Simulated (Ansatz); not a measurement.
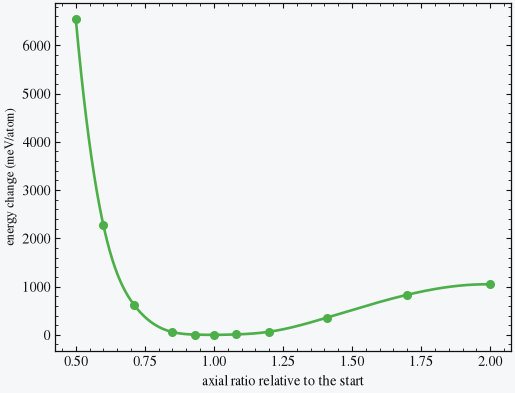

Energy change against relative axial ratio for Nb, space group Im-3m (No. 229).

The energy change is 6544 meV/atom at relative axial ratio 0.50 and 1046 meV/atom at 2.00; the lowest computed point is at relative axial ratio 1.00 (0 meV/atom), and no other minimum shows.

Method: deformation of a crystal at fixed volume, lengths along the axis scaled against those across it, fractional coordinates fixed, by plane-wave density functional theory with PAW datasets, free energies less that of the undisturbed cell; scalar-relativistic (Ansatz 0.2.0). Level: PBE, no spin polarisation.

```tsv
setting	value
wave cutoff	420 eV
k mesh	22×22×22
occupations	Gaussian
smearing width	0.15 eV
k shift	(0, 0, 0) (mesh steps)
start	as given
path	trigonal
axis direction	(0.5774, 0.5774, 0.5774) (Cartesian unit vector)
```

Structure:
```xyz
1
Lattice="-1.6640 1.6640 1.6640 1.6640 -1.6640 1.6640 1.6640 1.6640 -1.6640" Properties=species:S:1:pos:R:3 pbc="T T T"
Nb    0.0000    0.0000    0.0000
```

Note: atoms far too close at some points of the scan; reference crystal is not relaxed.
